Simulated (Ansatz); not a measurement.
## HfS2: geometry relaxation

- system: HfS2 (P-3m1, 12 atoms in the cell)
- method: DFT PBEsol, scalar-relativistic, plane waves, PAW, no spin polarisation (Ansatz 0.2.0)

The structure derives from a Materials Project entry. It belongs to a series of runs on one base structure; here: 4 of 4 Zr sites taken by Hf, cell and atoms relaxed. Figures and captions count atoms from 1; the log counts them from 0 in places.

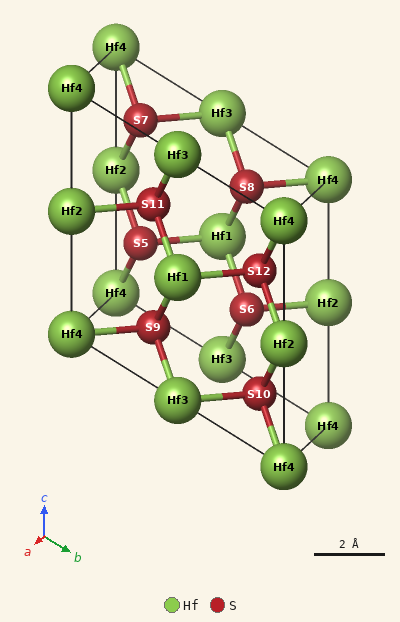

Figure 1. The structure as given in the input (ball-and-stick view of the cell of the calculation, seen slightly off an axis; atoms are numbered from 1 in the order of the input). An atom can appear more than once, as a periodic image.

**Input**
```yaml
crystal:
  lattice:
    - [0.0, 0.0, -5.9322072272]
    - [-3.5937429762, 6.2245454242, 0.0]
    - [7.1874859524, -1.0e-10, 0.0]
  atoms:
    - { symbol: Hf, position: [0.0, 0.5, 0.5] }
    - { symbol: Hf, position: [0.0, 0.0, 0.5] }
    - { symbol: Hf, position: [0.0, 0.5, 0.0] }
    - { symbol: Hf, position: [0.0, 0.0, 0.0] }
    - { symbol: S, position: [0.2441100835, 0.1666666667, 0.3333333333] }
    - { symbol: S, position: [0.2441100835, 0.6666666667, 0.3333333333] }
    - { symbol: S, position: [0.2441100835, 0.1666666667, 0.8333333333] }
    - { symbol: S, position: [0.2441100835, 0.6666666667, 0.8333333333] }
    - { symbol: S, position: [0.7558899165, 0.3333333333, 0.1666666667] }
    - { symbol: S, position: [0.7558899165, 0.8333333333, 0.1666666667] }
    - { symbol: S, position: [0.7558899165, 0.3333333333, 0.6666666667] }
    - { symbol: S, position: [0.7558899165, 0.8333333333, 0.6666666667] }
basis:
  ecutwfc: 420
kpoints:
  mp_grid: { grid: [6, 6, 6] }
hamiltonian:
  xc: pbesol
scf:
  occupations: { method: gaussian, width: 0.02 }
output:
  forces: true
  stress: true
  eigenvalues: true
relax:
  adjacent_minimum: "off"
  f_tol: 0.015
  max_steps: 60
  cell: { stress_tol: 0.15 }
```

Hardware: 2 threads of Arm Neoverse V1, 24 GiB of memory available, shared host.

Command:
```bash
ansatz run input.yaml --threads 2 --pin off --max-ram 5120MiB --backend cpu --events-out ev --progress --plain --runs-dir out
```

**What the program printed**
```
Engine: ansatz 0.2.0, aarch64-unknown-linux-gnu
Pseudopotentials: kind: paw
Pseudopotential: Hf, paw, valence charge 26, recommended cutoff 420 eV (normal), Hf.paw.azcp
Pseudopotential: S, paw, valence charge 6, recommended cutoff 420 eV (normal), S.paw.azcp
Functional definition: PBEsol
  exchange = pbesol_x
  correlation = pbesol_c
Crystal: 12 atoms, lattice volume = 265.400 Å³
Basis set: ecut = 420 eV, 5167 PW (Γ), exchange–correlation on 80×100×100 points (8 copies of the dense FFT grid, shifted against one another)
Bands: 92, of which v1, the nominal top of the filled ones, is band 76 counted from 1 (75 counted from 0)
Symmetry: 48 space group operations
Space group: P-3m1 (ITA 164), of the structure as read, at distance tolerance 6.4e-5 Å
k-points: 34 of 216
Non-local potential: Hf, projectors of the file, l = 0: 3, l = 1: 2, l = 2: 2, l = 3: 3
Non-local potential: S, projectors of the file, l = 0: 2, l = 1: 2, l = 2: 2
PAW form: soft (Blöchl's): semilocal exchange-correlation on the pseudo side does not see the compensation charge
PAW frozen core: Hf, regenerated for the run's functional, and the local potential with it (the file was generated under x = pbe(κ = 0.804, μ = 0.2195149727645171), c = pbe(β = 0.06672455060314922))
PAW frozen core: S, regenerated for the run's functional, and the local potential with it (the file was generated under x = pbe(κ = 0.804, μ = 0.2195149727645171), c = pbe(β = 0.06672455060314922))
PAW one-centre angular grid: Hf, 590 points (default); XC on 64 Gauss nodes
PAW one-centre angular grid: S, 110 points (default); XC on 64 Gauss nodes
Initial density: superposition of atomic densities (neutral atoms: chi_scale 0, normalization atom), corrected by the library's trained network
Initial wavefunctions: pseudopotential atomic-orbital guess
Functional: x = pbesol(κ = 0.804, μ = 0.12345679012345678), c = pbesol(β = 0.046)
SCF iter   1: F=—  HF=-69490.330947 eV  |F-HF|=—  |Δ(HF+E_count)|=         —  Δρ=5.51e-3  dr2=1.61e-1  ethr=1.77e-3  ⟨swp⟩=6.1  Hψ=10826  notcnv=0  defer=41
preconditioner: auto → Resta (q_TF=auto, 2.486 Å⁻¹)  ε∞=5.6  [insulator: Δε(μ)=0.827 eV  Ē_g=11.658 eV  σ=0.020 eV  W_gap=1.00  n_scr=70 (ndim 8)  ℏωp=25.0 eV  f_vac=0.075  D(μ)=0.00/eV (n_scr^D=0)  ε∞_Penn≈5.6]
SCF iter   2: F=—  HF=-69490.298245 eV  |F-HF|=—  |Δ(HF+E_count)|=   3.27e-2  Δρ=1.72e-3  dr2=8.91e-3  ethr=1.06e-4  ⟨swp⟩=2.7  Hψ=4492  notcnv=0  defer=346
SCF iter   3: F=—  HF=-69490.297757 eV  |F-HF|=—  |Δ(HF+E_count)|=   4.88e-4  Δρ=7.05e-4  dr2=1.35e-3  ethr=5.86e-6  ⟨swp⟩=2.0  Hψ=4774  notcnv=0  defer=346
SCF iter   4: F=—  HF=-69490.297946 eV  |F-HF|=—  |Δ(HF+E_count)|=   1.90e-4  Δρ=3.51e-4  dr2=4.68e-4  ethr=8.85e-7  ⟨swp⟩=2.0  Hψ=5234  notcnv=0  defer=346
SCF iter   5: F=—  HF=-69490.298040 eV  |F-HF|=—  |Δ(HF+E_count)|=   9.39e-5  Δρ=9.68e-5  dr2=2.25e-5  ethr=3.08e-7  ⟨swp⟩=2.0  Hψ=4802  notcnv=0  defer=346
SCF iter   6: F=—  HF=-69490.297980 eV  |F-HF|=—  |Δ(HF+E_count)|=   6.08e-5  Δρ=2.52e-5  dr2=3.14e-6  ethr=1.48e-8  ⟨swp⟩=2.0  Hψ=5366  notcnv=0  defer=346
SCF iter   7: F=—  HF=-69490.297983 eV  |F-HF|=—  |Δ(HF+E_count)|=   3.55e-6  Δρ=7.72e-6  dr2=1.85e-7  ethr=2.06e-9  ⟨swp⟩=2.0  Hψ=4822  notcnv=0  defer=346
SCF iter   8: F=-69490.297983 eV  HF=-69490.297983 eV  |F-HF|=3.01e-8  |Δ(HF+E_count)|=   1.42e-7  Δρ=2.93e-6  dr2=3.20e-8  ethr=6.58e-11  ⟨swp⟩=9.6  Hψ=13790  notcnv=0
SCF 1 converged in 8 iterations: F = -69490.297983 eV  dr2 = 3.20e-8
  greatest PAW one-centre occupation: 0.998 electrons in one spin orbital (limit 2), on the Hf atom at site 3 (counted from 0), in its partial waves of l = 3
relax step   1: F+E_penalty+E_count = -69490.29798322 eV  Δ(F+E_penalty+E_count) = +0.000e0 eV  max|allowed force component| = 7.851e-3 eV/Å  Δτ_max = 0.0000 Å  P = +0.015 GPa  Ω = 265.400 Å³  (8 SCF iters, dr2 threshold 1.00e-7 eV, accepted)
Initial density: handed on by an earlier stage of this run
Initial wavefunctions: pseudopotential atomic-orbital guess (no wavefunctions were taken with the density)
iter 1 solved again at ethr=1.38e-7 eV; its pass at ethr=3.10e-3 eV (dr2=2.10e-4 eV) is discarded
SCF iter   1: F=—  HF=-69490.298079 eV  |F-HF|=—  |Δ(HF+E_count)|=         —  Δρ=3.03e-6  dr2=3.65e-8  ethr=1.38e-7  ⟨swp⟩=3.8  Hψ=20083  notcnv=0
eigensolver tolerance schedule: the retry pair's looser diagonalisation over-reported the residual by 5740.40 of it (diagonalisation noise at 0.34 of the residual, at the tolerance the schedule requests for it); recorded, not acted on — ethr = c·dr2/N_el stays at c = 1.0e-1
preconditioner: auto → Resta (q_TF=auto, 2.486 Å⁻¹)  ε∞=5.6  [insulator: Δε(μ)=0.924 eV  Ē_g=11.678 eV  σ=0.020 eV  W_gap=1.00  n_scr=70 (ndim 8)  ℏωp=25.0 eV  f_vac=0.068  D(μ)=0.00/eV (n_scr^D=0)  ε∞_Penn≈5.6]
SCF iter   2: F=—  HF=-69490.297983 eV  |F-HF|=—  |Δ(HF+E_count)|=   9.61e-5  Δρ=2.63e-6  dr2=2.01e-8  ethr=2.40e-11  ⟨swp⟩=3.0  Hψ=7886  notcnv=0
SCF iter   3: F=—  HF=-69490.297983 eV  |F-HF|=—  |Δ(HF+E_count)|=   1.70e-8  Δρ=1.15e-6  dr2=5.68e-9  ethr=1.33e-11  ⟨swp⟩=2.0  Hψ=4977  notcnv=0
SCF iter   4: F=-69490.297983 eV  HF=-69490.297983 eV  |F-HF|=1.21e-9  |Δ(HF+E_count)|=   8.50e-9  Δρ=4.57e-7  dr2=1.00e-9  ethr=1.00e-12  ⟨swp⟩=3.3  Hψ=13153  notcnv=0
SCF 2 converged in 4 iterations: F = -69490.297983 eV  dr2 = 1.00e-9
relax step   2: F+E_penalty+E_count = -69490.29798324 eV  Δ(F+E_penalty+E_count) = -1.563e-8 eV  max|allowed force component| = 7.853e-3 eV/Å  Δτ_max = 0.0000 Å  P = +0.015 GPa  Ω = 265.400 Å³  stress off target by 9.14e-2 GPa  SCF on the basis re-selected at this cell (its energy is not comparable with the rows above)  (4 SCF iters)
```

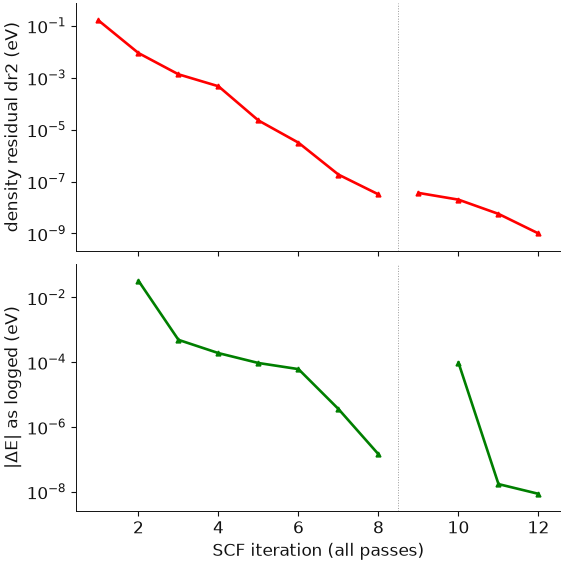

Figure 2. Convergence of the self-consistent field: density residual dr2 and size of the energy change against the SCF iteration. The dotted lines part the SCF passes of the relaxation: geometry steps, rejected trials and re-solves on a re-selected basis. The passes take 8 and 4 iterations.

```
basis re-selected at this cell: Δ(F+E_penalty+E_count) = -1.563e-8 eV, ΔP = +0.000 GPa vs the last step (what re-selecting the basis moved, of the pressure what is left beyond the Pulay correction that the steps carried, after the strain that the cell walked since its last selection, with what the two solves' SCF thresholds leave and, on support functions, any second-order correction that the steps lacked; it is no measure of the basis error at this ecutwfc). This SCF's stress stands 9.14e-2 GPa from its target on what of the cell is left free (relax.cell.stress_tol is 1.50e-1 GPa) and its largest allowed force component is 7.85e-3 eV/Å (relax.f_tol is 1.50e-2 eV/Å): within both
SCF converged after 4 iterations
Free energy (F): -69490.297983 eV
Harris-Foulkes:  -69490.297983 eV  (|F-HF|=1.21e-9)
Internal energy: -69490.297983 eV  (E = F + TS)
E sigma→0 (E₀):  -69490.297983 eV
Fermi energy:    9.532151 eV
--- Per-component energies (eV) ---
  E_band       = -824.243993
  E_kinetic    = 2540.079437
  E_local      = -33047.669856  (includes V_loc(G=0)·N_el)
  E_nonlocal   = -4723.100698
  E_hartree    = 15261.119102
  E_xc         = -1959.043950
  E_vxc        = -1761.766552  (∫ρ·V_xc dr)
  E_paw        = -31899.749684  (= ΣΔE_a)
  E_vpaw       = 5645.974276  (= ΣTr[D̂ρ^β])
  E_aug_tail   = 0.000007  (compensation charges beyond the density's cutoff)
  E_ewald      = -15667.432301
  E_core_change = 5.499961  (= ΣΔE_core)
  E_smearing   = -0.000000  (= −TS)
  E_closure    = 0.000000  (closes the sum)
  Σ components = -69490.297983   (vs F -69490.297983, Δ=0.00e0)
--- Forces (eV/Å), atoms counted from 1 ---
  atom   1  Hf     0.00000000     0.00000000    -0.00000000
  atom   2  Hf     0.00000000     0.00000000     0.00000000
  atom   3  Hf     0.00000000    -0.00000000     0.00000000
  atom   4  Hf     0.00000000    -0.00000000     0.00000000
  atom   5  S      0.00000000    -0.00000000    -0.00785286
  atom   6  S      0.00000000    -0.00000000    -0.00785286
  atom   7  S      0.00000000    -0.00000000    -0.00785286
  atom   8  S      0.00000000     0.00000000    -0.00785286
  atom   9  S     -0.00000000    -0.00000000     0.00785286
  atom  10  S     -0.00000000    -0.00000000     0.00785286
  atom  11  S     -0.00000000    -0.00000000     0.00785286
  atom  12  S     -0.00000000    -0.00000000     0.00785286
  max |Σ_I F_I| component: 1.39e-17 eV/Å
--- Stress (GPa, compression-positive) ---
       -0.022953       0.000000       0.000000
        0.000000      -0.022953      -0.000000
        0.000000      -0.000000       0.091368
  P = ⅓ Tr σ = 0.0152 GPa (0.152 kbar)
--- Band table (eV; the first three rows and the last of 34) ---
  k-point 0: bands = ["-52.8125", "-52.8049", "-52.8049", "-52.8049", "-21.6212", "-21.6212", "-21.6212", "-21.5203", "-21.4757", "-21.4757", "-21.4757", "-21.4505", "-21.4505", "-21.4505", "-21.4004", "-21.4004", "-4.1250", "-2.9831", "-2.9480", "-2.9480", "-2.9480", "-2.7939", "-2.7939", "-2.7939", "-2.7771", "-2.7650", "-2.7650", "-2.7650", "-2.7627", "-2.7627", "-2.7627", "-2.7614", "-2.7614", "-2.7614", "-2.7578", "-2.7578", "-2.7485", "-2.7485", "-2.7485", "-2.7468", "-2.7468", "-2.7416", "-2.7416", "-2.7416", "-2.7399", "-2.7399", "-2.7399", "-2.7359", "-2.1406", "-2.1406", "-2.1406", "-2.1368", "4.0634", "4.0634", "4.0634", "4.1714", "6.1087", "6.1087", "6.1087", "6.2784", "6.2784", "6.4581", "6.4581", "6.4581", "6.5568", "6.5568", "6.5568", "7.0854", "7.0854", "7.0854", "7.7920", "7.7920", "7.7920", "9.0381", "9.0576", "9.0576", "10.1772", "10.1772", "10.1772", "11.0000", "11.0000", "11.5630", "13.1782", "13.1782", "13.1782", "13.2457", "13.2457", "13.2457", "14.5070", "14.5070", "14.5130", "14.7744"]
  k-point 1: bands = ["-52.8120", "-52.8054", "-52.8049", "-52.8049", "-21.6129", "-21.6129", "-21.6068", "-21.5173", "-21.4787", "-21.4758", "-21.4758", "-21.4590", "-21.4590", "-21.4471", "-21.4155", "-21.4037", "-4.0422", "-2.9947", "-2.9770", "-2.9529", "-2.9529", "-2.8549", "-2.8347", "-2.8347", "-2.7763", "-2.7658", "-2.7649", "-2.7649", "-2.7626", "-2.7626", "-2.7611", "-2.7604", "-2.7604", "-2.7596", "-2.7568", "-2.7547", "-2.7486", "-2.7486", "-2.7484", "-2.7477", "-2.7470", "-2.7426", "-2.7405", "-2.7405", "-2.7376", "-2.6810", "-2.6655", "-2.6655", "-2.2144", "-2.1754", "-2.1754", "-2.1547", "4.2028", "4.2028", "4.2767", "4.3020", "5.9193", "5.9193", "5.9627", "6.1625", "6.2914", "6.3241", "6.4589", "6.4589", "6.5770", "6.5983", "6.5983", "7.2562", "7.2562", "7.3684", "7.4151", "7.4151", "7.7965", "8.4932", "8.8315", "9.0702", "10.2246", "10.5343", "10.5343", "11.0307", "11.2658", "11.6952", "12.9910", "12.9910", "13.0327", "13.2076", "13.2076", "13.2286", "14.1332", "14.4900", "14.8887", "14.9675"]
  k-point 2: bands = ["-52.8106", "-52.8068", "-52.8049", "-52.8049", "-21.5926", "-21.5926", "-21.5672", "-21.5093", "-21.4868", "-21.4809", "-21.4809", "-21.4748", "-21.4748", "-21.4565", "-21.4380", "-21.4130", "-3.8110", "-3.1781", "-2.9634", "-2.9634", "-2.9591", "-2.8984", "-2.8621", "-2.8621", "-2.7741", "-2.7680", "-2.7648", "-2.7648", "-2.7626", "-2.7626", "-2.7584", "-2.7584", "-2.7573", "-2.7567", "-2.7540", "-2.7509", "-2.7509", "-2.7509", "-2.7483", "-2.7478", "-2.7451", "-2.7421", "-2.7421", "-2.7406", "-2.7406", "-2.6677", "-2.5408", "-2.5408", "-2.3011", "-2.2696", "-2.2696", "-2.2044", "4.5725", "4.5725", "4.5756", "4.8751", "5.6746", "5.6746", "5.8120", "5.9215", "5.9284", "6.3906", "6.3906", "6.4384", "6.4716", "6.4716", "6.6011", "6.8985", "6.8985", "7.3945", "7.5725", "7.5725", "7.8513", "7.9689", "8.4067", "8.9833", "10.3661", "10.8594", "11.1609", "11.1609", "11.7882", "12.0445", "12.5798", "12.5798", "12.6972", "12.9346", "13.1619", "13.1619", "14.1084", "14.4854", "14.4854", "14.5330"]
  k-point 33: bands = ["-52.8078", "-52.8078", "-52.8078", "-52.8039", "-21.5531", "-21.5531", "-21.5289", "-21.5289", "-21.5289", "-21.4931", "-21.4931", "-21.4931", "-21.4707", "-21.4423", "-21.4423", "-21.4423", "-3.1673", "-3.1673", "-3.1673", "-2.9871", "-2.9871", "-2.9871", "-2.8885", "-2.8885", "-2.7696", "-2.7696", "-2.7696", "-2.7651", "-2.7633", "-2.7561", "-2.7561", "-2.7561", "-2.7555", "-2.7555", "-2.7508", "-2.7508", "-2.7508", "-2.7497", "-2.7497", "-2.7497", "-2.7468", "-2.7468", "-2.7468", "-2.7407", "-2.6435", "-2.6435", "-2.6435", "-2.4692", "-2.4692", "-2.4692", "-2.3189", "-2.3189", "5.1449", "5.1449", "5.1449", "5.2614", "5.2638", "5.2638", "5.4139", "5.4139", "5.4139", "6.4562", "6.4562", "6.4562", "6.8226", "7.0035", "7.0035", "7.0035", "7.1924", "7.1924", "7.2960", "7.2960", "7.2960", "8.2164", "8.2164", "8.2164", "11.4309", "11.4309", "11.4309", "11.4447", "11.4447", "11.4447", "11.8456", "12.3655", "12.3655", "13.2124", "13.2124", "13.2124", "14.1921", "14.1921", "14.1921", "14.4120"]
--- Relaxed structure (1 steps of the walk, 1 accepted, 1 SCFs on fresh bases) ---
  F+E_penalty+E_count = -69490.29798324 eV   max|allowed force component| = 7.853e-3 eV/Å   (the final SCF, on the basis selected at the relaxed cell)
  cell:  # Å, volume = 265.4000 Å³
    - [0.0, 0.0, -5.9322072272]
    - [-3.5937429761647266, 6.224545424161096, 0.0]
    - [7.187485952416056, -5.0000107824802196e-11, 0.0]
  atoms:
    - { symbol: Hf, position: [0.0, 0.5, 0.5] }
    - { symbol: Hf, position: [0.0, 0.0, 0.5] }
    - { symbol: Hf, position: [0.0, 0.5, 0.0] }
    - { symbol: Hf, position: [0.0, 0.0, 0.0] }
    - { symbol: S, position: [0.2441100835, 0.16666666666666666, 0.33333333333333337] }
    - { symbol: S, position: [0.2441100835, 0.6666666666666666, 0.3333333333333334] }
    - { symbol: S, position: [0.2441100835, 0.16666666666666666, 0.8333333333333335] }
    - { symbol: S, position: [0.2441100835, 0.6666666666666665, 0.8333333333333335] }
    - { symbol: S, position: [0.7558899165, 0.33333333333333337, 0.16666666666666666] }
    - { symbol: S, position: [0.7558899165, 0.8333333333333333, 0.16666666666666657] }
    - { symbol: S, position: [0.7558899165, 0.33333333333333337, 0.6666666666666665] }
    - { symbol: S, position: [0.7558899165, 0.8333333333333334, 0.6666666666666666] }
```

**Trajectory as extended XYZ (Å, eV, eV/Å), 2 frames, from step=1 to step=2**
```
12
Lattice="0.0000 0.0000 -5.9322 -3.5937 6.2245 0.0000 7.1875 0.0000 0.0000" Properties=species:S:1:pos:R:3:forces:R:3 step=1 energy=-69490.29798 pressure_GPa=0.02
Hf    1.7969    3.1123    0.0000    0.0000   0.0000   0.0000
Hf    3.5937    0.0000    0.0000    0.0000   0.0000   0.0000
Hf   -1.7969    3.1123    0.0000    0.0000   0.0000   0.0000
Hf    0.0000    0.0000    0.0000    0.0000   0.0000   0.0000
S     1.7969    1.0374   -1.4481    0.0000   0.0000  -0.0079
S     0.0000    4.1497   -1.4481    0.0000   0.0000  -0.0079
S     5.3906    1.0374   -1.4481    0.0000   0.0000  -0.0079
S     3.5937    4.1497   -1.4481    0.0000   0.0000  -0.0079
S     0.0000    2.0748   -4.4841    0.0000   0.0000   0.0079
S    -1.7969    5.1871   -4.4841    0.0000   0.0000   0.0079
S     3.5937    2.0748   -4.4841    0.0000   0.0000   0.0079
S     1.7969    5.1871   -4.4841    0.0000   0.0000   0.0079
12
Lattice="0.0000 0.0000 -5.9322 -3.5937 6.2245 0.0000 7.1875 0.0000 0.0000" Properties=species:S:1:pos:R:3:forces:R:3 step=2 energy=-69490.29798 pressure_GPa=0.02
Hf    1.7969    3.1123    0.0000    0.0000   0.0000   0.0000
Hf    3.5937    0.0000    0.0000    0.0000   0.0000   0.0000
Hf   -1.7969    3.1123    0.0000    0.0000   0.0000   0.0000
Hf    0.0000    0.0000    0.0000    0.0000   0.0000   0.0000
S     1.7969    1.0374   -1.4481    0.0000   0.0000  -0.0079
S     0.0000    4.1497   -1.4481    0.0000   0.0000  -0.0079
S     5.3906    1.0374   -1.4481    0.0000   0.0000  -0.0079
S     3.5937    4.1497   -1.4481    0.0000   0.0000  -0.0079
S     0.0000    2.0748   -4.4841    0.0000   0.0000   0.0079
S    -1.7969    5.1871   -4.4841    0.0000   0.0000   0.0079
S     3.5937    2.0748   -4.4841    0.0000   0.0000   0.0079
S     1.7969    5.1871   -4.4841    0.0000   0.0000   0.0079
```

**Results in brief**

```json
{"quantity": "outcome", "value": "converged"}
{"quantity": "space group (tolerance 0.01 Å)", "value": "P-3m1 (164)"}
{"quantity": "electrons treated", "value": "152"}
{"quantity": "free energy", "value": "−69490.2980 eV"}
{"quantity": "Fermi energy", "value": "9.532 eV"}
{"quantity": "gap on the k-point mesh", "value": "0.92 eV"}
{"quantity": "pressure", "value": "0.02 GPa"}
{"quantity": "final volume", "value": "265.40 Å³"}
{"quantity": "largest force (length of the vector) at the end", "value": "0.008 eV/Å"}
{"quantity": "final cell", "value": "a = 5.932 Å, b = 7.187 Å, c = 7.187 Å, α = 120.00°, β = 90.00°, γ = 90.00°"}
{"quantity": "wall time", "value": "65 s (CPU time 2.1 min)"}
{"quantity": "peak memory", "value": "0.97 GiB"}
```

Spin–orbit coupling is left out, which matters for Hf.
